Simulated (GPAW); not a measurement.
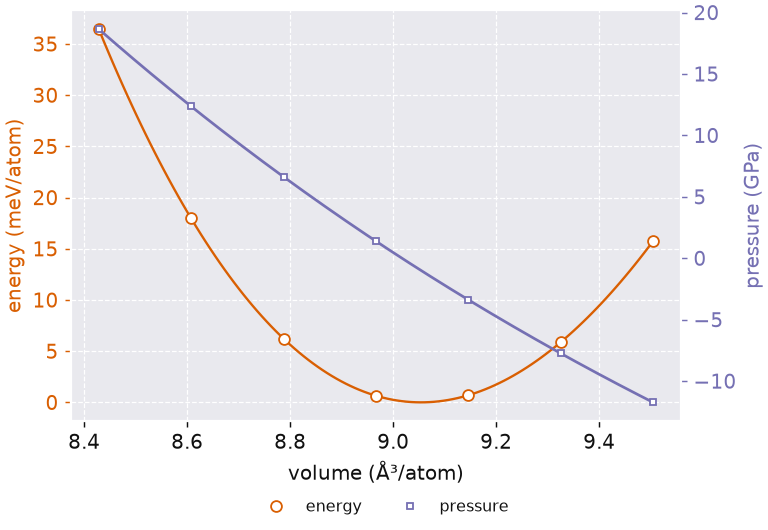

The figure shows the energy and pressure against volume for BN, space group P6_3/mmc (No. 194).

Cell as given: a = 2.498 Å, b = 2.498 Å, c = 6.636 Å, α = 90.00°, β = 90.00°, γ = 120.00°; 4 atoms.

Computed with GPAW 26.7.0: PAW DFT in plane waves, on a grid or in atomic orbitals, no spin polarisation; energies at scaled volumes of the given cell, shape and fractions fixed, counted from the fit's minimum, third-order Birch-Murnaghan fit. Level: PBEsol.

k mesh 12×12×4; occupations Fermi–Dirac; smearing width 0.05 eV; potentials PAW data sets made by gpaw setup for the functional; wave cutoff 800 eV; program settings basis pw.

**Give the fitted equation-of-state parameters.**

A third-order Birch–Murnaghan fit gives V0 = 9.05 Å³/atom, B0 = 242 GPa and B′ = 3.6.

**What does the pressure do across the range?**

It falls from 18.65 GPa at volume 8.4286 Å³/atom to −11.73 GPa at 9.5046 Å³/atom, and changes sign near 9.02 Å³/atom.

Note: shape and atomic fractions are frozen while scaling, which makes layered, chain and framework solids too stiff.
